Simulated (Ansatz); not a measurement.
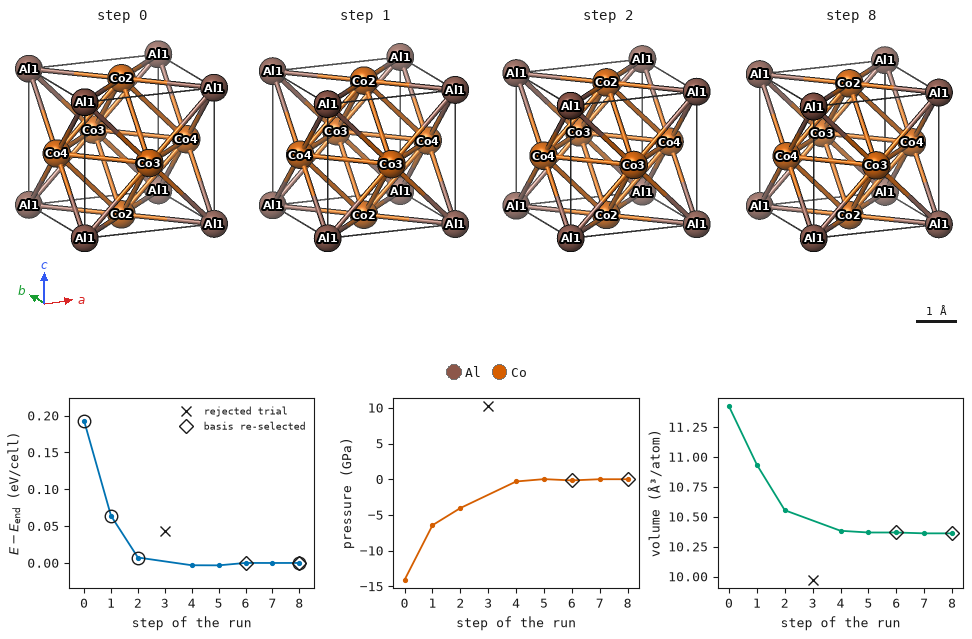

Frames of a relaxation of solid AlCo₃ (set up in Pm-3m), marked on the history of the run. Style: ball-and-stick. Shown: the cell of the calculation, slightly off an axis.

Case: relaxed functional: LDA.

Method: DFT LDA, scalar-relativistic, plane waves, PAW (Ansatz 0.2.0). Settings: plane-wave cutoff 420 eV; k-point mesh 12 × 12 × 12; occupations gaussian; smearing width 0.1 eV; collinear spin; cell and atoms relaxed; force threshold 0.01 eV/Å; at most 60 steps.

Question: What happens along the run?

Answer: No atom moves by more than 0.005 Å relative to the cell. Cell: a = b = c 3.575 → 3.461 Å (−3.2 %). Volume −9.3 %. Near-neighbour distances that change, for instance: Al1–Co2 2.528 → 2.447 Å, Co2–Co3 2.528 → 2.447 Å. The space group stays Pm-3m (No. 221). Over 5 accepted moves (8 points after the start) the energy falls by 0.193 eV per cell of the calculation. All forces vanish by symmetry, so only the cell relaxes. The pressure goes from −14.08 to 0.00 GPa. The line search rejected the trial step at point 3 of the run. The SCF was repeated twice at an unchanged geometry on a basis and grid sized afresh for the cell, which shifted the energy by 3.3 meV per cell of the calculation at most. From step 0 to 1: volume −4.3 %, energy −0.129 eV per cell of the calculation. From step 1 to 2: volume −3.5 %, energy −56.6 meV per cell of the calculation. From step 2 to 8: volume −1.8 %, energy −7.4 meV per cell of the calculation.
